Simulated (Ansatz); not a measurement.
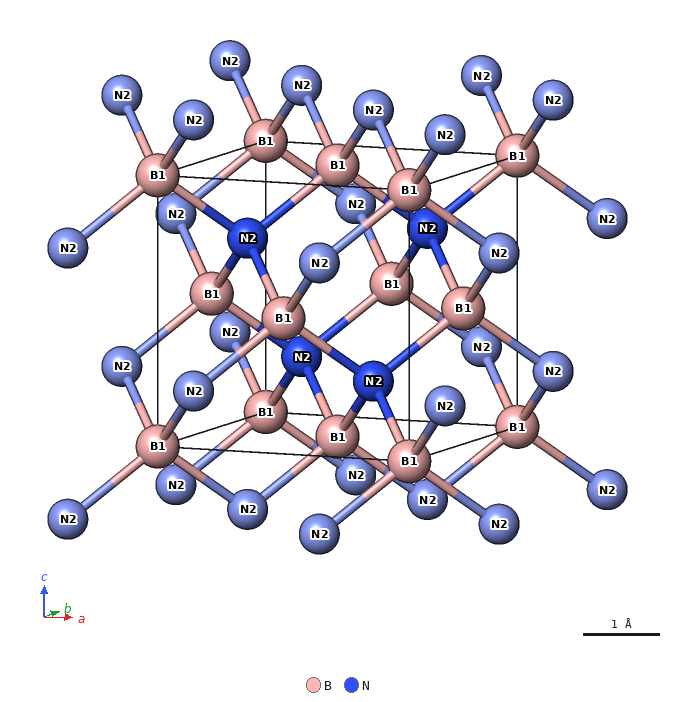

The input geometry of the first run (ball-and-stick view of the cell 4 times as large as that of the calculation, set on its symmetry axes, seen slightly off an axis; neighbours outside the cell are drawn fainter; atoms are numbered from 1 in the order of the input). Near neighbours in the crystal (not all of them lie inside the picture): B has 4 N at 1.58 Å; N has 4 B at 1.58 Å.

## Two runs on BN

System: BN (F-43m, 2 atoms in the cell).
Method of the first run: DFT, r2SCAN, plane waves, PAW, no spin polarisation (Ansatz 0.2.0).

The structure derives from an entry of the Crystallography Open Database. The geometry comes from this level: r2SCAN (a point of a series of strains). Text and figures count atoms from 1; the logs count them from 0 in places.

**Input, the first run**
```yaml
crystal:
  lattice:
    - [0.0, 1.8232337647, 1.8232337647]
    - [1.8232337647, 0.0, 1.8232337647]
    - [1.8232337647, 1.8232337647, 0.0]
  atoms:
    - { symbol: B, position: [0.0, 0.0, 0.0] }
    - { symbol: "N", position: [0.25, 0.25, 0.25] }
kpoints:
  mp_grid: { grid: [12, 12, 12] }
  band_path:
    path:
      - [0.0, 0.0, 0.0]
      - [-0.5, -0.5, 0.0]
      - [-0.375, -0.375, 0.25]
      - [-0.375, 0.0, 0.375]
      - [0.0, 0.0, 0.5]
      - [-0.5, -0.25, 0.25]
      - [0.0, 0.5, 0.5]
    npoints: 1
hamiltonian:
  xc: r2scan
scf:
  occupations: { method: fixed }
  n_extra_bands: 4
output:
  forces: true
  stress: true
  eigenvalues: true
```

Launched with:
```bash
ansatz run input.yaml --threads 4 --pin off --max-ram 5529MiB --backend cpu --events-out ev --progress --plain --runs-dir out
```

Hardware: 4 threads of Arm Neoverse V1, 24 GiB of memory available, shared host.

**Output, shortened to warnings, some set-up lines, iterations and results (the first run)**
```
Basis set: ecut = 500 eV, 331 PW (Γ), exchange–correlation on 80×80×80 points (64 copies of the dense FFT grid, shifted against one another)
Symmetry: 24 space group operations
k-points: 72 of 1728 (time reversal used)
Initial density: superposition of atomic densities (neutral atoms: chi_scale 0, normalization atom), corrected by the library's trained network
[...]
SCF iter   1: F=—  HF=-543.905533 eV  |F-HF|=—  |Δ(HF+E_count)|=         —  Δρ=1.18e-2  dr2=1.32e-2  dr2_τ=3.03e-1  ethr=1.77e-3  ⟨swp⟩=3.9  Hψ=3306  notcnv=0  defer=102
SCF iter   2: F=—  HF=-543.993288 eV  |F-HF|=—  |Δ(HF+E_count)|=   8.78e-2  Δρ=6.41e-3  dr2=1.78e-3  dr2_τ=2.64e-4  ethr=1.65e-4  ⟨swp⟩=2.0  Hψ=1598  notcnv=0  defer=130
SCF iter   3: F=—  HF=-543.993551 eV  |F-HF|=—  |Δ(HF+E_count)|=   2.64e-4  Δρ=1.84e-3  dr2=1.54e-4  dr2_τ=3.11e-5  ethr=2.22e-5  ⟨swp⟩=2.6  Hψ=812  notcnv=0  defer=135
SCF iter   4: F=—  HF=-543.993570 eV  |F-HF|=—  |Δ(HF+E_count)|=   1.89e-5  Δρ=1.87e-4  dr2=2.56e-6  dr2_τ=2.42e-7  ethr=1.93e-6  ⟨swp⟩=3.0  Hψ=1011  notcnv=0  defer=135
SCF iter   5: F=—  HF=-543.993570 eV  |F-HF|=—  |Δ(HF+E_count)|=   1.58e-8  Δρ=7.03e-5  dr2=4.78e-7  dr2_τ=2.10e-8  ethr=3.20e-8  ⟨swp⟩=2.5  Hψ=849  notcnv=0
SCF iter   6: F=-543.993570 eV  HF=-543.993570 eV  |F-HF|=3.30e-9  |Δ(HF+E_count)|=   3.34e-8  Δρ=1.28e-5  dr2=1.48e-8  dr2_τ=3.47e-10  ethr=1.25e-9  ⟨swp⟩=5.8  Hψ=2972  …
SCF 1 converged in 6 iterations: F = -543.993570 eV  dr2 = 1.48e-8
NSCF: frozen V_eff on 7 k-points
SCF converged after 6 iterations
Free energy (F): -543.993570 eV
Harris-Foulkes:  -543.993570 eV  (|F-HF|=3.30e-9)
Internal energy: -543.993570 eV  (E = F + TS)
E sigma→0 (E₀):  -543.993570 eV
Fermi energy:    10.595652 eV
--- Per-component energies (eV) ---
  E_band       = 19.686746
  E_kinetic    = 184.341387
  E_local      = -177.710112  (includes V_loc(G=0)·N_el)
  E_nonlocal   = 55.621059
  E_hartree    = 50.298796
  E_xc         = -91.913137
  E_vxc        = -127.199759  (∫ρ·V_xc dr)
  E_paw        = -209.291642  (= ΣΔE_a)
  E_vpaw       = -22.939824  (= ΣTr[D̂ρ^β])
  E_aug_tail   = 0.000021  (compensation charges beyond the density's cutoff)
  E_vtau       = 6.977756  (kinetic-family band-sum trace: ∫τ·v_τ [+ j·A + Jᵃ·Aᵃ] dr)
  E_ewald      = -355.291936
  E_core_change = -0.048007  (= ΣΔE_core)
  E_smearing   = -0.000000  (= −TS)
  E_closure    = -0.000000  (closes the sum)
  Σ components = -543.993570   (vs F -543.993570, Δ=0.00e0)
--- Forces (eV/Å), atoms counted from 1 ---
  atom   1  B      0.00000000    -0.00000000     0.00000000
  atom   2  N     -0.00000000    -0.00000000     0.00000000
  max |Σ_I F_I| component: 6.11e-16 eV/Å
--- Stress (GPa, compression-positive) ---
      -11.260565      -0.000000      -0.000000
        0.000000     -11.260565       0.000000
       -0.000000       0.000000     -11.260565
  P = ⅓ Tr σ = -11.2606 GPa (-112.606 kbar)
```

For the second run the input was changed thus:
```diff
-  xc: r2scan
+  xc: pbe
-  occupations: { method: fixed }
+  occupations: { method: fermi_dirac, width: 0.02 }
```

What does this change do to the results?

The total energies belong to different methods, so their difference says nothing on which is more stable or more accurate. The gap on the mesh goes from 4.96 to 4.44 eV. The pressure goes from −11.26 to −6.45 GPa. The functional changes from r2SCAN to PBE. The number of SCF iterations is the same. The default cutoff goes from 500 to 420 eV with the change. The plane waves at Γ go from 331 to 259.

**Output, shortened to warnings, some set-up lines, iterations and results (the second run)**
```
Basis set: ecut = 420 eV, 259 PW (Γ), exchange–correlation on 36×36×36 points (8 copies of the dense FFT grid, shifted against one another)
Symmetry: 24 space group operations
k-points: 72 of 1728 (time reversal used)
Initial density: superposition of atomic densities (neutral atoms: chi_scale 0, normalization atom), corrected by the library's trained network
[...]
SCF iter   1: F=—  HF=-542.271332 eV  |F-HF|=—  |Δ(HF+E_count)|=         —  Δρ=1.74e-3  dr2=2.15e-4  ethr=1.77e-3  ⟨swp⟩=4.9  Hψ=3707  notcnv=0
SCF iter   2: F=—  HF=-542.271416 eV  |F-HF|=—  |Δ(HF+E_count)|=   8.41e-5  Δρ=8.78e-4  dr2=2.80e-5  ethr=2.69e-6  ⟨swp⟩=2.3  Hψ=1426  notcnv=0
SCF iter   3: F=—  HF=-542.271449 eV  |F-HF|=—  |Δ(HF+E_count)|=   3.27e-5  Δρ=4.13e-4  dr2=6.07e-6  ethr=3.50e-7  ⟨swp⟩=2.0  Hψ=782  notcnv=0
SCF iter   4: F=—  HF=-542.271461 eV  |F-HF|=—  |Δ(HF+E_count)|=   1.24e-5  Δρ=1.71e-4  dr2=1.00e-6  ethr=7.59e-8  ⟨swp⟩=2.0  Hψ=790  notcnv=0
SCF iter   5: F=-542.271464 eV  HF=-542.271464 eV  |F-HF|=1.36e-7  |Δ(HF+E_count)|=   2.65e-6  Δρ=3.81e-5  dr2=4.85e-8  ethr=1.25e-8  ⟨swp⟩=2.8  Hψ=902  notcnv=0
SCF iter   6: F=-542.271464 eV  HF=-542.271464 eV  |F-HF|=1.68e-9  |Δ(HF+E_count)|=   1.44e-7  Δρ=4.69e-6  dr2=8.92e-10  ethr=6.07e-10  ⟨swp⟩=2.2  Hψ=1957  notcnv=0
SCF 1 converged in 6 iterations: F = -542.271464 eV  dr2 = 8.92e-10
NSCF: frozen V_eff on 7 k-points
SCF converged after 6 iterations
Free energy (F): -542.271464 eV
Harris-Foulkes:  -542.271464 eV  (|F-HF|=1.68e-9)
Internal energy: -542.271464 eV  (E = F + TS)
E sigma→0 (E₀):  -542.271464 eV
Fermi energy:    12.987286 eV
--- Per-component energies (eV) ---
  E_band       = 24.165679
  E_kinetic    = 184.089630
  E_local      = -177.857926  (includes V_loc(G=0)·N_el)
  E_nonlocal   = 56.372177
  E_hartree    = 49.785325
  E_xc         = -93.068033
  E_vxc        = -115.733049  (∫ρ·V_xc dr)
  E_paw        = -206.300801  (= ΣΔE_a)
  E_vpaw       = -22.275666  (= ΣTr[D̂ρ^β])
  E_aug_tail   = 0.000100  (compensation charges beyond the density's cutoff)
  E_ewald      = -355.291936
  E_smearing   = -0.000000  (= −TS)
  E_closure    = 0.000000  (closes the sum)
  Σ components = -542.271464   (vs F -542.271464, Δ=0.00e0)
--- Forces (eV/Å), atoms counted from 1 ---
  atom   1  B      0.00000000    -0.00000000     0.00000000
  atom   2  N     -0.00000000    -0.00000000     0.00000000
  max |Σ_I F_I| component: 6.85e-16 eV/Å
--- Stress (GPa, compression-positive) ---
       -6.452247       0.000000      -0.000000
       -0.000000      -6.452247       0.000000
       -0.000000       0.000000      -6.452247
  P = ⅓ Tr σ = -6.4522 GPa (-64.522 kbar)
```

**The two runs side by side**

| quantity | the first run | the second run |
| --- | --- | --- |
| outcome | converged | converged |
| free energy per atom (eV) | −271.9968 | −271.1357 |
| gap on the mesh (eV) | 4.96 | 4.44 |
| pressure (GPa) | −11.26 | −6.45 |
| largest force (eV/Å) | 0.000 | 0.000 |
| SCF iterations | 6 | 6 |
| irreducible k-points | 72 | 72 |
| plane waves at Γ | 331 | 259 |

For the first run: The cell is under a tension of 11.3 GPa at this level, so it is not at its equilibrium volume. For the second run: The cell is under a tension of 6.5 GPa at this level, so it is not at its equilibrium volume.
